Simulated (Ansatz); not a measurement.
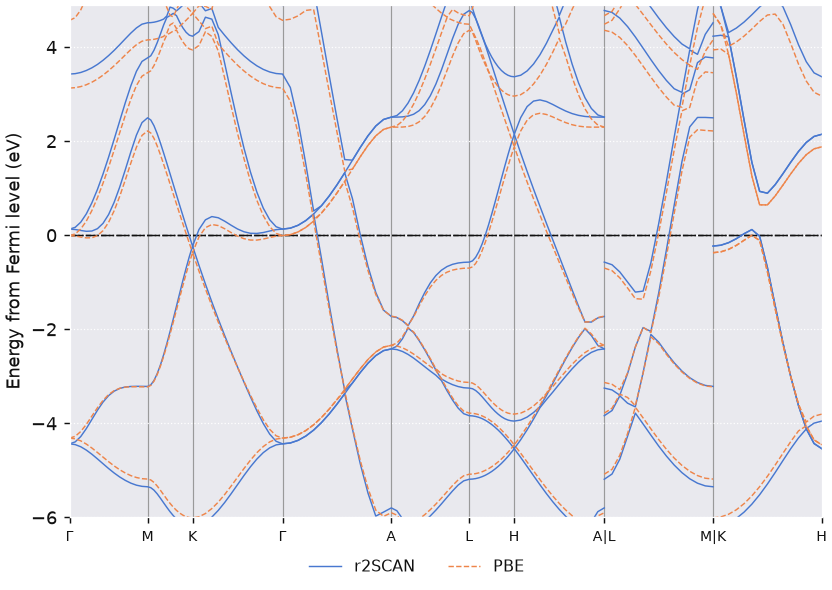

Band structures of As, space group P6/mmm, 2 atoms in the cell (a = 4.566 Å, c = 2.834 Å (hexagonal axes)), by two methods on the same cell. Each is counted from its own Fermi level.

What changes from one method to the other?

Answer. Both give a metal. Levels within 1 eV of the Fermi level differ by 0.15 eV on average and by 0.29 eV at most (between K and H).

Settings. r2SCAN: Ansatz PAW, no spin polarisation, no spin-orbit coupling, 7×7×9 k mesh, 500 eV cutoff, Fermi-Dirac smearing of 0.05 eV (Ansatz 0.2.0). PBE: Ansatz PAW, no spin polarisation, no spin-orbit coupling, 6×6×8 k mesh, 420 eV cutoff, Fermi-Dirac smearing of 0.05 eV (Ansatz).

Spin-orbit coupling is left out, which matters for As. The cell was built by a generator and needn't be a form met in nature. PBE: the k mesh is thin for a metal, so its Fermi level is uncertain by some hundredths of an eV. r2SCAN: the PAW data sets were made with another functional.
